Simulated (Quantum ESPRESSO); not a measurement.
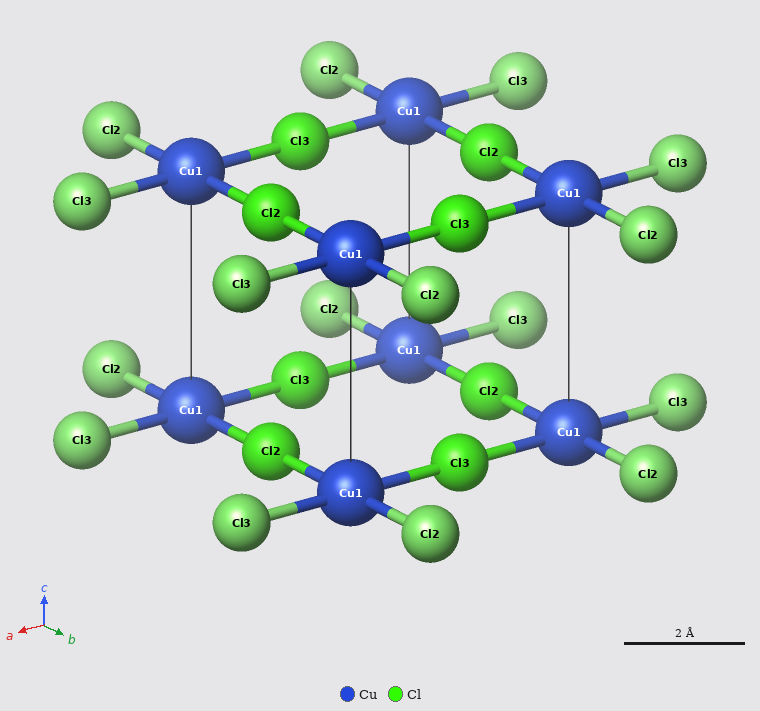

**Figure 1.** The input geometry (ball-and-stick view of the cell of the calculation, seen at an oblique angle; neighbours outside the cell are drawn fainter; atoms are numbered from 1 in the order of the input). An atom can appear more than once, as a periodic image. Near neighbours in the periodic cell (some may lie outside the picture): Cu has 4 Cl at 2.26 Å; Cl has 2 Cu at 2.26 Å.

## CuCl2: band-structure run (part 1 of 2)

CuCl2 (3 atoms in the cell), computed with Kohn-Sham DFT of a periodic cell, LDA, GBRV 1.5 LDA, no spin polarisation (Quantum ESPRESSO 7.5).

The structure derives from a Materials Project entry.

**The input**
```
&CONTROL
  calculation = 'scf'
  prefix = 'pwscf'
  outdir = './tmp'
  pseudo_dir = './pseudo'
  tprnfor = .true.
  tstress = .true.
  disk_io = 'low'
/
&SYSTEM
  ibrav = 0
  celldm(1) = 8
  nat = 3
  ntyp = 2
  ecutwfc = 56
  ecutrho = 448
  nbnd = 24
  occupations = 'smearing'
  smearing = 'fd'
  degauss = 0.00367493
/
&ELECTRONS
  conv_thr = 6d-10
  electron_maxstep = 120
  mixing_beta = 0.5
/
ATOMIC_SPECIES
Cu    63.5460 cu_lda_v1.2.uspp.F.UPF
Cl    35.4500 cl_lda_v1.4.uspp.F.UPF
CELL_PARAMETERS alat
  1.0678483282297   0.0000000000000   0.0000000000000
  0.0000000000000   1.0678483282297   0.0000000000000
  0.0000000000000   0.0000000000000   1.0199116456263
ATOMIC_POSITIONS crystal
Cu     0.0000000000    0.0000000000    0.0000000000
Cl     0.0000000000    0.5000000000    0.0000000000
Cl     0.5000000000    0.0000000000    0.0000000000
K_POINTS automatic
6 6 6 0 0 0
```

**File bands.in**
```
&CONTROL
  calculation = 'bands'
  prefix = 'pwscf'
  outdir = './tmp'
  pseudo_dir = './pseudo'
  disk_io = 'low'
  verbosity = 'high'
/
&SYSTEM
  ibrav = 0
  celldm(1) = 8
  nat = 3
  ntyp = 2
  ecutwfc = 56
  ecutrho = 448
  nbnd = 24
  occupations = 'smearing'
  smearing = 'fd'
  degauss = 0.00367493
/
&ELECTRONS
  conv_thr = 1d-08
  electron_maxstep = 120
  mixing_beta = 0.5
  diago_full_acc = .true.
  startingwfc = 'random'
/
ATOMIC_SPECIES
Cu    63.5460 cu_lda_v1.2.uspp.F.UPF
Cl    35.4500 cl_lda_v1.4.uspp.F.UPF
CELL_PARAMETERS alat
  1.0678483282297   0.0000000000000   0.0000000000000
  0.0000000000000   1.0678483282297   0.0000000000000
  0.0000000000000   0.0000000000000   1.0199116456263
ATOMIC_POSITIONS crystal
Cu     0.0000000000    0.0000000000    0.0000000000
Cl     0.0000000000    0.5000000000    0.0000000000
Cl     0.5000000000    0.0000000000    0.0000000000
K_POINTS crystal
60
 0.0000000000  0.0000000000  0.0000000000 1
 0.0000000000  0.1000000000  0.0000000000 1
 0.0000000000  0.2000000000  0.0000000000 1
 0.0000000000  0.3000000000  0.0000000000 1
 0.0000000000  0.4000000000  0.0000000000 1
 0.0000000000  0.5000000000  0.0000000000 1
 0.1000000000  0.5000000000  0.0000000000 1
 0.2000000000  0.5000000000  0.0000000000 1
 0.3000000000  0.5000000000  0.0000000000 1
 0.4000000000  0.5000000000  0.0000000000 1
 0.5000000000  0.5000000000  0.0000000000 1
 0.4375000000  0.4375000000  0.0000000000 1
 0.3750000000  0.3750000000  0.0000000000 1
 0.3125000000  0.3125000000  0.0000000000 1
 0.2500000000  0.2500000000  0.0000000000 1
 0.1875000000  0.1875000000  0.0000000000 1
 0.1250000000  0.1250000000  0.0000000000 1
 0.0625000000  0.0625000000  0.0000000000 1
 0.0000000000  0.0000000000  0.0000000000 1
 0.0000000000  0.0000000000  0.0833333333 1
 0.0000000000  0.0000000000  0.1666666667 1
 0.0000000000  0.0000000000  0.2500000000 1
 0.0000000000  0.0000000000  0.3333333333 1
 0.0000000000  0.0000000000  0.4166666667 1
 0.0000000000  0.0000000000  0.5000000000 1
 0.0000000000  0.0833333333  0.5000000000 1
 0.0000000000  0.1666666667  0.5000000000 1
 0.0000000000  0.2500000000  0.5000000000 1
 0.0000000000  0.3333333333  0.5000000000 1
 0.0000000000  0.4166666667  0.5000000000 1
 0.0000000000  0.5000000000  0.5000000000 1
 0.0833333333  0.5000000000  0.5000000000 1
 0.1666666667  0.5000000000  0.5000000000 1
 0.2500000000  0.5000000000  0.5000000000 1
 0.3333333333  0.5000000000  0.5000000000 1
 0.4166666667  0.5000000000  0.5000000000 1
 0.5000000000  0.5000000000  0.5000000000 1
 0.4444444444  0.4444444444  0.5000000000 1
 0.3888888889  0.3888888889  0.5000000000 1
 0.3333333333  0.3333333333  0.5000000000 1
 0.2777777778  0.2777777778  0.5000000000 1
 0.2222222222  0.2222222222  0.5000000000 1
 0.1666666667  0.1666666667  0.5000000000 1
 0.1111111111  0.1111111111  0.5000000000 1
 0.0555555556  0.0555555556  0.5000000000 1
 0.0000000000  0.0000000000  0.5000000000 1
 0.0000000000  0.5000000000  0.0000000000 1
 0.0000000000  0.5000000000  0.0833333333 1
 0.0000000000  0.5000000000  0.1666666667 1
 0.0000000000  0.5000000000  0.2500000000 1
 0.0000000000  0.5000000000  0.3333333333 1
 0.0000000000  0.5000000000  0.4166666667 1
 0.0000000000  0.5000000000  0.5000000000 1
 0.5000000000  0.5000000000  0.0000000000 1
 0.5000000000  0.5000000000  0.0833333333 1
 0.5000000000  0.5000000000  0.1666666667 1
 0.5000000000  0.5000000000  0.2500000000 1
 0.5000000000  0.5000000000  0.3333333333 1
 0.5000000000  0.5000000000  0.4166666667 1
 0.5000000000  0.5000000000  0.5000000000 1
```

Run on 2 threads of Intel Xeon @ 2.90GHz (Ice Lake), 128 GiB of memory available, shared host.

Run as:
```bash
OMP_NUM_THREADS=1 mpirun -n 2 pw.x -nk 2 -in pw.in > pw.out
OMP_NUM_THREADS=1 mpirun -n 2 pw.x -nk 2 -in bands.in > bands.out
```

**What the program printed**
```
This program is part of the open-source Quantum ESPRESSO suite
     for quantum simulation of materials; please cite
         "P. Giannozzi et al., J. Phys.:Condens. Matter 21 395502 (2009);
         "P. Giannozzi et al., J. Phys.:Condens. Matter 29 465901 (2017);
         "P. Giannozzi et al., J. Chem. Phys. 152 154105 (2020);
          URL
     in publications or presentations arising from this work. More details at

     Message from routine setup:
     using ibrav=0 with symmetry is DISCOURAGED, use correct ibrav instead

     K-points division:     npool     =       2
     Subspace diagonalization in iterative solution of the eigenvalue problem:
     a serial algorithm will be used

     G-vector sticks info
     --------------------
     sticks:   dense  smooth     PW     G-vecs:    dense   smooth      PW
     Sum        2593    1305    385                95343    33695    5413

     Using Slab Decomposition

     bravais-lattice index     =            0
     lattice parameter (alat)  =       8.0000  a.u.
     unit-cell volume          =     595.4587 (a.u.)^3
     number of atoms/cell      =            3
     number of atomic types    =            2
     number of electrons       =        33.00
     number of Kohn-Sham states=           24
     kinetic-energy cutoff     =      56.0000  Ry
     charge density cutoff     =     448.0000  Ry
     scf convergence threshold =      6.0E-10
     mixing beta               =       0.5000
     number of iterations used =            8  plain     mixing
     Exchange-correlation=  SLA  PZ   NOGX NOGC
                           (   1   1   0   0   0   0   0)

     celldm(1)=   8.000000  celldm(2)=   0.000000  celldm(3)=   0.000000
     celldm(4)=   0.000000  celldm(5)=   0.000000  celldm(6)=   0.000000

     crystal axes: (cart. coord. in units of alat)
               a(1) = (   1.067848   0.000000   0.000000 )
               a(2) = (   0.000000   1.067848   0.000000 )
               a(3) = (   0.000000   0.000000   1.019912 )

     reciprocal axes: (cart. coord. in units 2 pi/alat)
               b(1) = (  0.936463  0.000000  0.000000 )
               b(2) = (  0.000000  0.936463  0.000000 )
               b(3) = (  0.000000  0.000000  0.980477 )

     PseudoPot. # 1 for Cu read from file:
     cu_lda_v1.2.uspp.F.UPF
     Pseudo is Ultrasoft + core correction, Zval = 19.0
     Generated by new atomic code, or converted to UPF format
     Using radial grid of  867 points,  6 beta functions with:
                l(1) =   0
                l(2) =   0
                l(3) =   1
                l(4) =   1
                l(5) =   2
                l(6) =   2
     Q(r) pseudized with  8 coefficients,  rinner =    1.150   1.150   1.150
                                                       1.150   1.150

     PseudoPot. # 2 for Cl read from file:
     cl_lda_v1.4.uspp.F.UPF
     Pseudo is Ultrasoft + core correction, Zval =  7.0
     Generated by new atomic code, or converted to UPF format
     Using radial grid of  909 points,  6 beta functions with:
                l(1) =   0
                l(2) =   0
                l(3) =   1
                l(4) =   1
                l(5) =   2
                l(6) =   2
     Q(r) pseudized with  8 coefficients,  rinner =    1.300   1.300   1.300
                                                       1.300   1.300

     atomic species   valence    mass     pseudopotential
     Cu               19.00    63.54600     Cu( 1.00)
     Cl                7.00    35.45000     Cl( 1.00)

     16 Sym. Ops., with inversion, found

   Cartesian axes

     site n.     atom                  positions (alat units)
         1        Cu     tau(   1) = (   0.0000000   0.0000000   0.0000000  )
         2        Cl     tau(   2) = (   0.0000000   0.5339242   0.0000000  )
         3        Cl     tau(   3) = (   0.5339242   0.0000000   0.0000000  )

     number of k points=    40  Fermi-Dirac smearing, width (Ry)=  0.0037
                       cart. coord. in units 2pi/alat
        k(    1) = (   0.0000000   0.0000000   0.0000000), wk =   0.0092593
        k(    2) = (   0.0000000   0.0000000   0.1634128), wk =   0.0185185
        k(    3) = (   0.0000000   0.0000000   0.3268257), wk =   0.0185185
        k(    4) = (   0.0000000   0.0000000  -0.4902385), wk =   0.0092593
        k(    5) = (   0.0000000   0.1560771   0.0000000), wk =   0.0370370
        k(    6) = (   0.0000000   0.1560771   0.1634128), wk =   0.0740741
        k(    7) = (   0.0000000   0.1560771   0.3268257), wk =   0.0740741
        k(    8) = (   0.0000000   0.1560771  -0.4902385), wk =   0.0370370
        k(    9) = (   0.0000000   0.3121542   0.0000000), wk =   0.0370370
        k(   10) = (   0.0000000   0.3121542   0.1634128), wk =   0.0740741
        k(   11) = (   0.0000000   0.3121542   0.3268257), wk =   0.0740741
        k(   12) = (   0.0000000   0.3121542  -0.4902385), wk =   0.0370370
        k(   13) = (   0.0000000  -0.4682313   0.0000000), wk =   0.0185185
        k(   14) = (   0.0000000  -0.4682313   0.1634128), wk =   0.0370370
        k(   15) = (   0.0000000  -0.4682313   0.3268257), wk =   0.0370370
        k(   16) = (   0.0000000  -0.4682313  -0.4902385), wk =   0.0185185
        k(   17) = (   0.1560771   0.1560771   0.0000000), wk =   0.0370370
        k(   18) = (   0.1560771   0.1560771   0.1634128), wk =   0.0740741
        k(   19) = (   0.1560771   0.1560771   0.3268257), wk =   0.0740741
        k(   20) = (   0.1560771   0.1560771  -0.4902385), wk =   0.0370370
        k(   21) = (   0.1560771   0.3121542   0.0000000), wk =   0.0740741
        k(   22) = (   0.1560771   0.3121542   0.1634128), wk =   0.1481481
        k(   23) = (   0.1560771   0.3121542   0.3268257), wk =   0.1481481
        k(   24) = (   0.1560771   0.3121542  -0.4902385), wk =   0.0740741
        k(   25) = (   0.1560771  -0.4682313   0.0000000), wk =   0.0370370
        k(   26) = (   0.1560771  -0.4682313   0.1634128), wk =   0.0740741
        k(   27) = (   0.1560771  -0.4682313   0.3268257), wk =   0.0740741
        k(   28) = (   0.1560771  -0.4682313  -0.4902385), wk =   0.0370370
        k(   29) = (   0.3121542   0.3121542   0.0000000), wk =   0.0370370
        k(   30) = (   0.3121542   0.3121542   0.1634128), wk =   0.0740741
        k(   31) = (   0.3121542   0.3121542   0.3268257), wk =   0.0740741
        k(   32) = (   0.3121542   0.3121542  -0.4902385), wk =   0.0370370
        k(   33) = (   0.3121542  -0.4682313   0.0000000), wk =   0.0370370
        k(   34) = (   0.3121542  -0.4682313   0.1634128), wk =   0.0740741
        k(   35) = (   0.3121542  -0.4682313   0.3268257), wk =   0.0740741
        k(   36) = (   0.3121542  -0.4682313  -0.4902385), wk =   0.0370370
        k(   37) = (  -0.4682313  -0.4682313   0.0000000), wk =   0.0092593
        k(   38) = (  -0.4682313  -0.4682313   0.1634128), wk =   0.0185185
        k(   39) = (  -0.4682313  -0.4682313   0.3268257), wk =   0.0185185
        k(   40) = (  -0.4682313  -0.4682313  -0.4902385), wk =   0.0092593

     Dense  grid:    95343 G-vectors     FFT dimensions: (  60,  60,  60)

     Smooth grid:    33695 G-vectors     FFT dimensions: (  45,  45,  40)

     Initial potential from superposition of free atoms

     starting charge      32.0000, renormalised to      33.0000

     negative rho (up, down):  3.130E-02 0.000E+00
     Starting wfcs are   21 randomized atomic wfcs +    3 random wfcs

     Self-consistent Calculation

     iteration #  1     ecut=    56.00 Ry     beta= 0.50
     Davidson diagonalization with overlap
     ethr =  1.00E-02,  avg # of iterations =  7.8

     negative rho (up, down):  3.013E-02 0.000E+00

     total energy              =    -469.85847006 Ry
     estimated scf accuracy    <       0.59551546 Ry

     iteration #  2     ecut=    56.00 Ry     beta= 0.50
     Davidson diagonalization with overlap
     ethr =  1.80E-03,  avg # of iterations =  3.3

     negative rho (up, down):  2.975E-02 0.000E+00

     total energy              =    -469.99418330 Ry
     estimated scf accuracy    <       1.66609253 Ry

     iteration #  3     ecut=    56.00 Ry     beta= 0.50
     Davidson diagonalization with overlap
     ethr =  1.80E-03,  avg # of iterations =  2.1

     negative rho (up, down):  2.946E-02 0.000E+00

     total energy              =    -470.14626751 Ry
     estimated scf accuracy    <       0.05198071 Ry

     iteration #  4     ecut=    56.00 Ry     beta= 0.50
     Davidson diagonalization with overlap
     ethr =  1.58E-04,  avg # of iterations =  4.6

     negative rho (up, down):  2.938E-02 0.000E+00

     total energy              =    -470.14381140 Ry
     estimated scf accuracy    <       0.09053667 Ry

     iteration #  5     ecut=    56.00 Ry     beta= 0.50
     Davidson diagonalization with overlap
     ethr =  1.58E-04,  avg # of iterations =  2.5

     negative rho (up, down):  2.921E-02 0.000E+00

     total energy              =    -470.16532272 Ry
     estimated scf accuracy    <       0.05982283 Ry

     iteration #  6     ecut=    56.00 Ry     beta= 0.50
     Davidson diagonalization with overlap
     ethr =  1.58E-04,  avg # of iterations =  1.1

     negative rho (up, down):  2.918E-02 0.000E+00

     total energy              =    -470.16472589 Ry
     estimated scf accuracy    <       0.01268992 Ry

     iteration #  7     ecut=    56.00 Ry     beta= 0.50
     Davidson diagonalization with overlap
     ethr =  3.85E-05,  avg # of iterations =  2.0

     negative rho (up, down):  2.917E-02 0.000E+00

     total energy              =    -470.16617224 Ry
     estimated scf accuracy    <       0.00064581 Ry

     iteration #  8     ecut=    56.00 Ry     beta= 0.50
     Davidson diagonalization with overlap
     ethr =  1.96E-06,  avg # of iterations =  5.7

     negative rho (up, down):  2.918E-02 0.000E+00

     total energy              =    -470.16628081 Ry
     estimated scf accuracy    <       0.00003224 Ry

     iteration #  9     ecut=    56.00 Ry     beta= 0.50
     Davidson diagonalization with overlap
     ethr =  9.77E-08,  avg # of iterations =  4.8

     negative rho (up, down):  2.916E-02 0.000E+00

     total energy              =    -470.16628473 Ry
     estimated scf accuracy    <       0.00004460 Ry

     iteration # 10     ecut=    56.00 Ry     beta= 0.50
     Davidson diagonalization with overlap
     ethr =  9.77E-08,  avg # of iterations =  2.0

     negative rho (up, down):  2.916E-02 0.000E+00

     total energy              =    -470.16628983 Ry
     estimated scf accuracy    <       0.00000163 Ry

     iteration # 11     ecut=    56.00 Ry     beta= 0.50
     Davidson diagonalization with overlap
     ethr =  4.94E-09,  avg # of iterations =  3.8

     negative rho (up, down):  2.915E-02 0.000E+00

     total energy              =    -470.16628976 Ry
     estimated scf accuracy    <       0.00000166 Ry

     iteration # 12     ecut=    56.00 Ry     beta= 0.50
     Davidson diagonalization with overlap
     ethr =  4.94E-09,  avg # of iterations =  1.0

     negative rho (up, down):  2.915E-02 0.000E+00

     total energy              =    -470.16629006 Ry
     estimated scf accuracy    <       0.00000085 Ry

     iteration # 13     ecut=    56.00 Ry     beta= 0.50
     Davidson diagonalization with overlap
     ethr =  2.58E-09,  avg # of iterations =  1.0

     negative rho (up, down):  2.915E-02 0.000E+00

     total energy              =    -470.16629007 Ry
     estimated scf accuracy    <       0.00000011 Ry
```
